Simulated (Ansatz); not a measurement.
**Run report: P, geometry relaxation (part 2 of 2)**

P (Cmce, 4 atoms in the cell); DFT r2SCAN, scalar-relativistic, plane waves, PAW, no spin polarisation (Ansatz 0.2.0); cutoff 500 eV, 12×12×8 k-mesh, Gaussian smearing of 0.01 eV. The structure derives from an entry of the Crystallography Open Database.

Geometry of the input (Å; fractional positions):
```
1.6530  -5.4991  0.0000
1.6530  5.4991  0.0000
0.0000  0.0000  4.5610
P  0.0954  0.9046  0.9113
P  0.5954  0.4046  0.5887
P  0.9046  0.0954  0.0887
P  0.4046  0.5954  0.4113
```

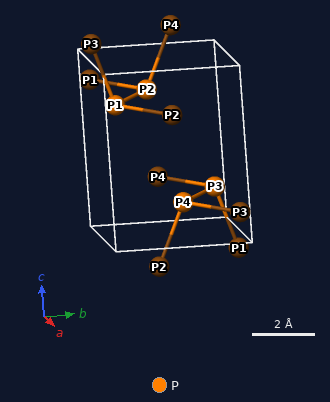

*The geometry at step 2 of the log (ball-and-stick view of the reduced cell, seen slightly off an axis; neighbours outside the cell are drawn fainter; atoms are numbered from 1 in the order of the input).*

### The program's output, continued
```
relax step   3: F+E_penalty+E_count = -3036.65808022 eV  Δ(F+E_penalty+E_count) = -2.314e-4 eV  max|allowed force component| = 1.396e-2 eV/Å  Δτ_max = 0.0016 Å  P = -0.004 GPa  Ω = 82.784 Å³  energy of the carried Pulay correction = +1.339e-5 eV  (5 SCF iters, dr2 threshold 1.33e-7 eV, accepted)
Crystal: 4 atoms, lattice volume = 82.818 Å³
iter 1 solved again at ethr=7.18e-9 eV; its pass at ethr=3.10e-3 eV (dr2=1.44e-6 eV) is discarded
SCF iter   1: F=—  HF=-3036.658097 eV  |F-HF|=—  |Δ(HF+E_count)|=         —  Δρ=6.11e-5  dr2=2.17e-6  dr2_τ=2.21e-6  ethr=7.18e-9  ⟨swp⟩=3.8  Hψ=25869  notcnv=0
preconditioner: auto → none  [insulator: Δε(μ)=0.244 eV  Ē_g=9.436 eV  σ=0.010 eV  W_gap=1.00  n_scr=12 (ndim 8)  ℏωp=18.2 eV  f_vac=0.000  D(μ)=0.00/eV (n_scr^D=0)  ε∞_Penn≈4.7]
SCF iter   2: F=—  HF=-3036.658100 eV  |F-HF|=—  |Δ(HF+E_count)|=   3.26e-6  Δρ=3.01e-5  dr2=4.63e-7  dr2_τ=5.53e-9  ethr=7.18e-9  ⟨swp⟩=2.0  Hψ=5156  notcnv=0
SCF iter   3: F=-3036.658100 eV  HF=-3036.658100 eV  |F-HF|=3.15e-9  |Δ(HF+E_count)|=   3.91e-8  Δρ=2.81e-6  dr2=1.02e-8  dr2_τ=2.75e-10  ethr=6.89e-11  ⟨swp⟩=9.7  Hψ=26079  notcnv=0
SCF 4 converged in 3 iterations: F = -3036.658100 eV  dr2 = 1.02e-8
relax step   4: F+E_penalty+E_count = -3036.65810021 eV  Δ(F+E_penalty+E_count) = -1.999e-5 eV  max|allowed force component| = 1.083e-3 eV/Å  Δτ_max = 0.0005 Å  P = -0.003 GPa  Ω = 82.818 Å³  energy of the carried Pulay correction = +9.967e-6 eV  (3 SCF iters, dr2 threshold 1.38e-8 eV, accepted)
Initial wavefunctions: pseudopotential atomic-orbital guess (no wavefunctions were taken with the density)
iter 1 solved again at ethr=1.14e-6 eV; its pass at ethr=3.10e-3 eV (dr2=2.28e-4 eV) is discarded
SCF iter   1: F=—  HF=-3036.658080 eV  |F-HF|=—  |Δ(HF+E_count)|=         —  Δρ=3.72e-6  dr2=1.25e-8  dr2_τ=1.64e-9  ethr=1.14e-6  ⟨swp⟩=4.0  Hψ=32761  notcnv=0
eigensolver tolerance schedule: the retry pair's looser diagonalisation over-reported the residual by 18197.85 of it (diagonalisation noise at an unbounded share of the residual, at the tolerance the schedule requests for it); recorded, not acted on — ethr = c·dr2/N_el stays at c = 1.0e-1
SCF iter   2: F=—  HF=-3036.658089 eV  |F-HF|=—  |Δ(HF+E_count)|=   8.91e-6  Δρ=2.10e-6  dr2=3.82e-9  dr2_τ=2.12e-10  ethr=6.27e-11  ⟨swp⟩=4.3  Hψ=8331  notcnv=0
SCF iter   3: F=—  HF=-3036.658089 eV  |F-HF|=—  |Δ(HF+E_count)|=  2.90e-10  Δρ=1.25e-6  dr2=4.88e-10  dr2_τ=6.63e-11  ethr=1.91e-11  ⟨swp⟩=2.0  Hψ=4452  notcnv=0
SCF iter   4: F=-3036.658089 eV  HF=-3036.658089 eV  |F-HF|=9.55e-12  |Δ(HF+E_count)|=  9.62e-10  Δρ=2.10e-7  dr2=2.55e-11  dr2_τ=4.76e-12  ethr=1.00e-12  ⟨swp⟩=7.3  Hψ=21588  notcnv=0
SCF 5 converged in 4 iterations: F = -3036.658089 eV  dr2 = 2.55e-11
relax step   5: F+E_penalty+E_count = -3036.65808885 eV  Δ(F+E_penalty+E_count) = +1.136e-5 eV  max|allowed force component| = 1.117e-3 eV/Å  Δτ_max = 0.0000 Å  P = -0.003 GPa  Ω = 82.818 Å³  stress off target by 8.85e-3 GPa  SCF on the basis re-selected at this cell (its energy is not comparable with the rows above)  (4 SCF iters)
basis re-selected at this cell: Δ(F+E_penalty+E_count) = +1.136e-5 eV, ΔP = -0.000 GPa vs the last step (what re-selecting the basis moved, of the pressure what is left beyond the Pulay correction that the steps carried, after the strain that the cell walked since its last selection, with what the two solves' SCF thresholds leave and, on support functions, any second-order correction that the steps lacked; it is no measure of the basis error at this ecutwfc). This SCF's stress stands 8.85e-3 GPa from its target on what of the cell is left free (relax.cell.stress_tol is 5.00e-2 GPa) and its largest allowed force component is 1.12e-3 eV/Å (relax.f_tol is 5.00e-3 eV/Å): within both
SCF converged after 4 iterations
Free energy (F): -3036.658089 eV
Harris-Foulkes:  -3036.658089 eV  (|F-HF|=9.55e-12)
Internal energy: -3036.658089 eV  (E = F + TS)
E sigma→0 (E₀):  -3036.658089 eV
Fermi energy:    6.743075 eV
--- Per-component energies (eV) ---
  E_band       = -9.941584
  E_kinetic    = 279.272921
  E_local      = -345.352749  (includes V_loc(G=0)·N_el)
  E_nonlocal   = 133.177886
  E_hartree    = 100.849890
  E_xc         = -232.576152
  E_vxc        = -259.465032  (∫ρ·V_xc dr)
  E_paw        = -2303.040252  (= ΣΔE_a)
  E_vpaw       = -31.347192  (= ΣTr[D̂ρ^β])
  E_aug_tail   = 0.000002  (compensation charges beyond the density's cutoff)
  E_vtau       = 12.072778  (kinetic-family band-sum trace: ∫τ·v_τ [+ j·A + Jᵃ·Aᵃ] dr)
  E_ewald      = -668.626265
  E_core_change = -0.363369  (= ΣΔE_core)
  E_smearing   = -0.000000  (= −TS)
  E_closure    = -0.000000  (closes the sum)
  Σ components = -3036.658089   (vs F -3036.658089, Δ=0.00e0)
--- Forces (eV/Å), atoms counted from 1 ---
  atom   1  P     -0.00000000     0.00034055    -0.00111709
  atom   2  P      0.00000000     0.00034055     0.00111709
  atom   3  P      0.00000000    -0.00034055     0.00111709
  atom   4  P     -0.00000000    -0.00034055    -0.00111709
  max |Σ_I F_I| component: 0.00e0 eV/Å
--- Stress (GPa, compression-positive) ---
       -0.008849      -0.000000       0.000000
       -0.000000      -0.001125      -0.000000
        0.000000      -0.000000      -0.000505
  P = ⅓ Tr σ = -0.0035 GPa (-0.035 kbar)
--- Band table (eV; the first three rows and the last of 215) ---
  k-point 0: bands = ["-9.9030", "-7.0524", "-3.5973", "-0.4028", "1.5104", "1.5622", "2.3666", "3.7602", "3.9370", "5.3980", "7.3219", "7.8937", "8.7799", "9.6105"]
  k-point 1: bands = ["-9.8200", "-7.1899", "-3.5870", "-0.5647", "1.2744", "1.8920", "2.4279", "3.8909", "4.2792", "4.8140", "7.8008", "8.1338", "8.6551", "9.5219"]
  k-point 2: bands = ["-9.5755", "-7.5739", "-3.4684", "-1.1183", "1.1943", "2.6044", "2.7401", "3.7463", "3.8377", "5.1557", "8.1128", "8.3301", "9.1667", "9.3892"]
  k-point 214: bands = ["-8.6223", "-8.6223", "-3.0716", "-3.0716", "3.1681", "3.1681", "3.6846", "3.6846", "4.5952", "4.5952", "8.2720", "8.2720", "9.4538", "9.4538"]
--- Relaxed structure (4 steps of the walk, 4 accepted, 1 SCFs on fresh bases) ---
  F+E_penalty+E_count = -3036.65808885 eV   max|allowed force component| = 1.117e-3 eV/Å   (the final SCF, on the basis selected at the relaxed cell)
  cell:  # Å, volume = 82.8183 Å³
    - [1.6498005241454397, -5.5099545402507175, -2.99038718553072e-33]
    - [1.6498005241454397, 5.5099545402507175, -7.591827408931371e-35]
    - [-4.230257019167581e-33, 1.208651037580659e-33, 4.555296879715996]
  atoms:
    - { symbol: P, position: [0.09542821480542918, 0.9045717851945707, 0.911555330281335] }
    - { symbol: P, position: [0.5954282148054292, 0.40457178519457065, 0.5884446697186648] }
    - { symbol: P, position: [0.9045717851945707, 0.09542821480542918, 0.08844466971866483] }
    - { symbol: P, position: [0.40457178519457065, 0.5954282148054292, 0.4115553302813351] }
```

### Trajectory as extended XYZ (Å, eV, eV/Å), 5 frames, from step=1 to step=5
```
4
Lattice="1.6530 -5.4991 0.0000 1.6530 5.4991 0.0000 0.0000 0.0000 4.5610" Properties=species:S:1:pos:R:3:forces:R:3 step=1 energy=-3036.65770 pressure_GPa=-0.10
P     1.6530    4.4499    4.1566    0.0000  -0.0268  -0.0121
P     1.6530   -1.0492    2.6849    0.0000  -0.0268   0.0121
P     1.6530   -4.4499    0.4044    0.0000   0.0268   0.0121
P     1.6530    1.0492    1.8761    0.0000   0.0268  -0.0121
4
Lattice="1.6475 -5.5064 0.0000 1.6475 5.5064 0.0000 0.0000 0.0000 4.5548" Properties=species:S:1:pos:R:3:forces:R:3 step=2 energy=-3036.65785 pressure_GPa=0.07
P     1.6475    4.4550    4.1540    0.0000  -0.0124  -0.0432
P     1.6475   -1.0514    2.6782    0.0000  -0.0124   0.0432
P     1.6475   -4.4550    0.4008    0.0000   0.0124   0.0432
P     1.6475    1.0514    1.8766    0.0000   0.0124  -0.0432
4
Lattice="1.6500 -5.5075 0.0000 1.6500 5.5075 0.0000 0.0000 0.0000 4.5550" Properties=species:S:1:pos:R:3:forces:R:3 step=3 energy=-3036.65808 pressure_GPa=-0.00
P     1.6500    4.4563    4.1526    0.0000  -0.0079  -0.0140
P     1.6500   -1.0512    2.6798    0.0000  -0.0079   0.0140
P     1.6500   -4.4563    0.4024    0.0000   0.0079   0.0140
P     1.6500    1.0512    1.8751    0.0000   0.0079  -0.0140
4
Lattice="1.6498 -5.5100 0.0000 1.6498 5.5100 0.0000 0.0000 0.0000 4.5553" Properties=species:S:1:pos:R:3:forces:R:3 step=4 energy=-3036.65810 pressure_GPa=-0.00
P     1.6498    4.4583    4.1524    0.0000   0.0003  -0.0011
P     1.6498   -1.0516    2.6805    0.0000   0.0003   0.0011
P     1.6498   -4.4583    0.4029    0.0000  -0.0003   0.0011
P     1.6498    1.0516    1.8748    0.0000  -0.0003  -0.0011
4
Lattice="1.6498 -5.5100 0.0000 1.6498 5.5100 0.0000 0.0000 0.0000 4.5553" Properties=species:S:1:pos:R:3:forces:R:3 step=5 energy=-3036.65809 pressure_GPa=-0.00
P     1.6498    4.4583    4.1524    0.0000   0.0003  -0.0011
P     1.6498   -1.0516    2.6805    0.0000   0.0003   0.0011
P     1.6498   -4.4583    0.4029    0.0000  -0.0003   0.0011
P     1.6498    1.0516    1.8748    0.0000  -0.0003  -0.0011
```

### Key numbers

| quantity | value |
| --- | --- |
| outcome | converged |
| space group (tolerance 0.01 Å) | Cmce (64) |
| electrons treated | 20 |
| free energy | −3036.6581 eV |
| Fermi energy | 6.743 eV |
| gap on the k-point mesh | 0.24 eV |
| pressure | 0.00 GPa |
| final volume | 82.82 Å³ |
| largest force (length of the vector) at the end | 0.001 eV/Å |
| final cell | a = 5.752 Å, b = 5.752 Å, c = 4.555 Å, α = 90.00°, β = 90.00°, γ = 146.66° |
| hardware | 2 threads of Intel Xeon @ 2.50GHz (Skylake/Cascade Lake), 189 GiB of memory available, shared host |
| wall time | 2.9 min (CPU time 5.6 min) |
| peak memory | 0.97 GiB |
